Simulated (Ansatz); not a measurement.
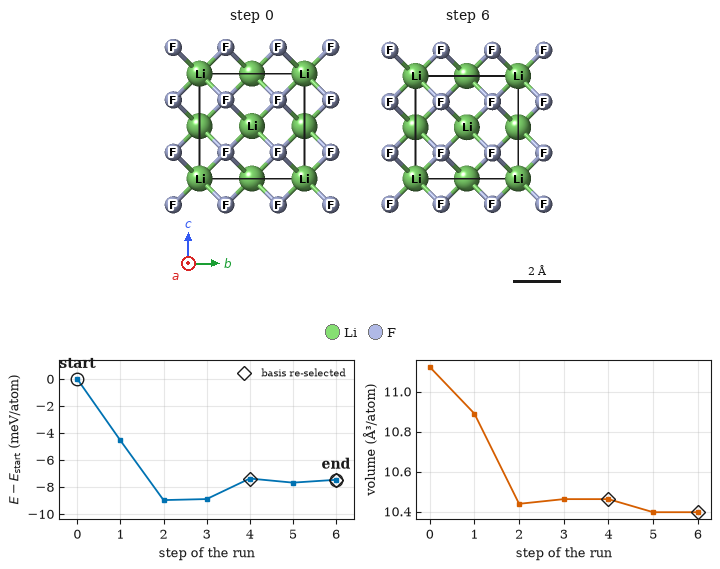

First and last geometry of a relaxation of crystalline LiF (a generated structure, set up in F-43m), with the history of the run. Style: ball-and-stick. Shown: the conventional cell (4 times the calculation's cell), along the a axis. Lengths and directions refer to the drawn axes.

Case: cell and atoms relaxed from a first guess.

Computed with Ansatz 0.2.0, DFT, PBE, PAW with Ansatz's default frozen-core files, scalar-relativistic. Settings: plane-wave cutoff 420 eV; k-point mesh 16 × 16 × 16; occupations fermi dirac; smearing width 0.03 eV; no spin polarisation; cell and atoms relaxed; force threshold 0.005 eV/Å; at most 80 steps.

> Read the history and describe the run.

It converged. Over 4 accepted moves (6 points after the start) the energy falls by 7.5 meV per atom. All forces vanish by symmetry, so only the cell relaxes. Pressure: −3.07 GPa at the start and −0.04 GPa at the end. At 2 points the geometry stayed and the basis and grid were re-selected for the new cell (energy shift of 1.5 meV per atom at most each time). No atom moves by more than 0.005 Å relative to the cell. The drawn cell changes as follows: a = b = c 4.465 → 4.365 Å (−2.2 %); the volume changes by −6.5 %. Among the contacts that change: F–Li 1.933 → 1.890 Å. The space group stays F-43m (No. 216). The run took roughly 18 core-seconds on a shared host.

```json
{"step": "0", "E − E(0), meV/atom": "0.00", "pressure, GPa": "-3.07", "volume, Å³/atom": "11.124", "note": ""}
{"step": "1", "E − E(0), meV/atom": "-4.55", "pressure, GPa": "-2.07", "volume, Å³/atom": "10.890", "note": ""}
{"step": "2", "E − E(0), meV/atom": "-8.97", "pressure, GPa": "0.12", "volume, Å³/atom": "10.439", "note": ""}
{"step": "3", "E − E(0), meV/atom": "-8.89", "pressure, GPa": "0.00", "volume, Å³/atom": "10.462", "note": ""}
{"step": "4", "E − E(0), meV/atom": "-7.37", "pressure, GPa": "-0.36", "volume, Å³/atom": "10.462", "note": "same geometry, new basis"}
{"step": "5", "E − E(0), meV/atom": "-7.67", "pressure, GPa": "-0.01", "volume, Å³/atom": "10.397", "note": ""}
{"step": "6", "E − E(0), meV/atom": "-7.46", "pressure, GPa": "-0.04", "volume, Å³/atom": "10.397", "note": "same geometry, new basis"}
```
